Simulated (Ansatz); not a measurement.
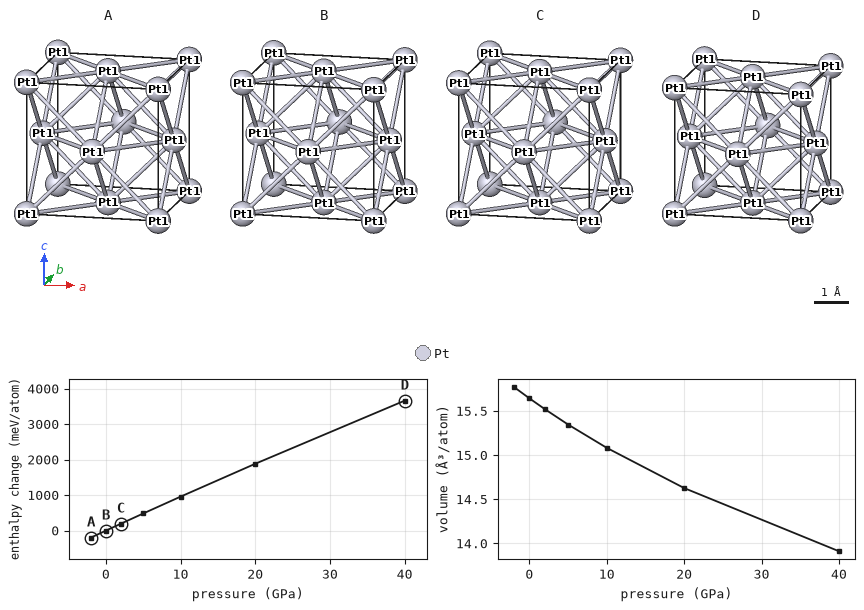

Members of a series of calculations on crystalline Pt (set up in Fm-3m), marked on the first curve. Style: ball-and-stick. Shown: the conventional cell (4 times the calculation's cell), slightly off an axis. Lengths and directions refer to the drawn axes.

Computed with DFT PBE, scalar-relativistic, plane waves, PAW in Ansatz 0.2.0. Set-up: plane-wave cutoff 420 eV; k-point mesh 18 × 18 × 18; occupations gaussian; smearing width 0.1 eV; no spin polarisation.

Describe the series.

Answer. The structure is relaxed at several pressures. A (pressure −2.0 GPa): enthalpy change −196 meV/atom, volume 15.77 Å³ per atom. B (pressure 0.0 GPa): enthalpy change 0.0 meV/atom, volume 15.64 Å³ per atom. C (pressure 2.0 GPa): enthalpy change 194 meV/atom, volume 15.52 Å³ per atom. D (pressure 40.0 GPa): enthalpy change 3663 meV/atom, volume 13.91 Å³ per atom. The rest compares A with D. The drawn cell changes as follows: a = b = c 3.981 → 3.818 Å (−4.1 %); the volume changes by −11.8 %. Some distances before and after: Pt–Pt 2.815 → 2.700 Å.
